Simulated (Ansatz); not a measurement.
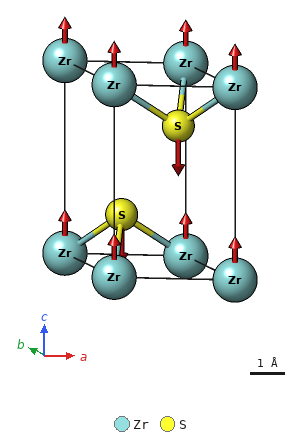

One vibrational mode of solid ZrS₂ at the zone centre. Displacements are drawn as red arrows; their common scale and sign are arbitrary. The picture is a ball-and-stick view of the cell of the calculation, seen slightly off an axis.

Method: Ansatz, DFT PBEsol, scalar-relativistic, plane waves, PAW.

Input
```yaml
crystal:
  lattice:
    - [3.6273720935, 0.0, 0.0]
    - [-1.8136860468, 3.141396382, 0.0]
    - [0.0, 0.0, 5.8867611053]
  atoms:
    - { symbol: Zr, position: [0.0, 0.0, 0.0] }
    - { symbol: S, position: [0.6666666667, 0.3333333333, 0.7531560981] }
    - { symbol: S, position: [0.3333333333, 0.6666666667, 0.2468439019] }
basis:
  ecutwfc: 420
kpoints:
  mp_grid: { grid: [12, 12, 6] }
hamiltonian:
  xc: pbesol
scf:
  occupations: { method: fixed }
output:
  eigenvalues: true
phonons:
  method: dfpt
  dielectric: true
  rigid_motions: translations
  raman: true
  eigenvectors: true
```

Run as
```bash
ansatz run input.yaml --threads 1 --pin off --max-ram 4096MiB --backend cpu --events-out ev --progress --plain --runs-dir out
```

Frequencies are those without the non-analytic (LO–TO) term.

Describe the mode and give its frequency.

Answer. This is the A₂u mode at 323 cm⁻¹, the highest optical level, infrared-active by symmetry. The S sublattice moves against the Zr sublattice, along c; the kinetic energy is shared as S 59 %, Zr 41 %. Its infrared intensity is 2.3 (D/Å)²/amu.
